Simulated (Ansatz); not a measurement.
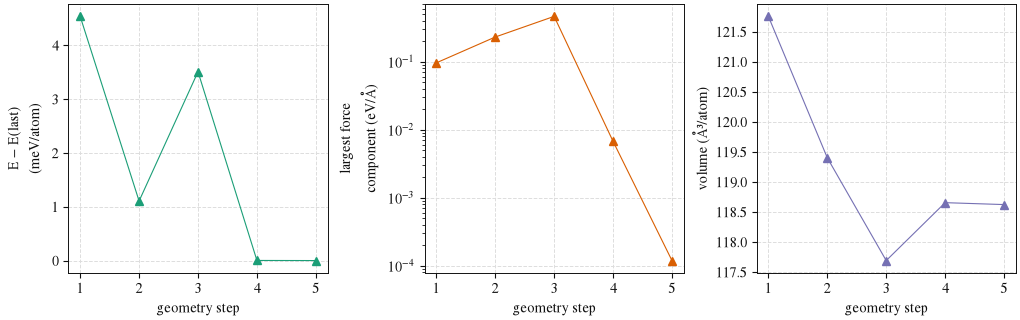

History of a geometry optimisation. The run: P (slab, 2 atoms in the cell), by DFT, PBEsol, plane waves, PAW in Ansatz 0.2.0; cutoff 420 eV, 12×12×1 k-mesh, Fermi–Dirac smearing of 0.02 eV. A closing SCF on a freshly chosen basis isn't drawn.

The optimisation met its thresholds at geometry 5, counting the start as the first. The energy fell by about 4.5 meV/atom from the first step to the last. Step 3 went uphill and was rejected by the line search. The largest force component goes from about 0.097 eV/Å at the start to 1.2 × 10⁻⁴ eV/Å at the end, with a peak of 0.47 eV/Å at step 3. The volume shrinks from 121.8 to 118.6 Å³ per atom (−3 %), overshooting to 117.7 at step 3.
